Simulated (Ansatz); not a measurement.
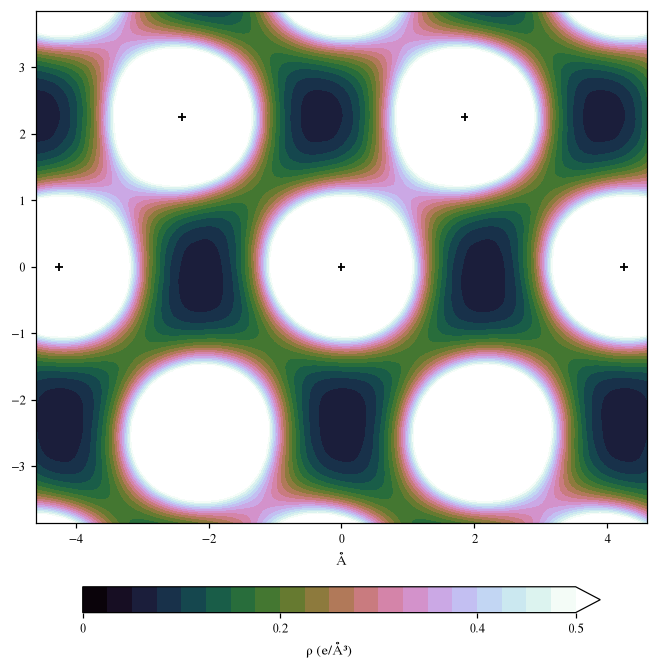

The valence electron density on a plane through atoms (crosses mark nuclei in the plane).

Theory: Kohn-Sham DFT of a periodic cell, revPBE with D3(BJ), Ansatz PAW in Ansatz.

Candidates:
A. C, a = 2.51 Å, b = 2.51 Å, c = 12.37 Å, α = 90.00°, β = 90.00°, γ = 120.00°. Space group P6₃/mmc.
B. Te, a = 4.25 Å, b = 4.25 Å, c = 5.96 Å, α = 90.00°, β = 90.00°, γ = 120.00°. Space group P3₁21.
C. ZrSe2, a = 3.71 Å, b = 3.71 Å, c = 5.91 Å, α = 90.00°, β = 90.00°, γ = 120.00°. Space group P-3m1.

**Which system is this?**

Candidate B: Te on the (011̄) plane of the conventional cell, which holds Te. Te–Te (2.92 Å): ρ at the midpoint is about 0.36 e/Å³.
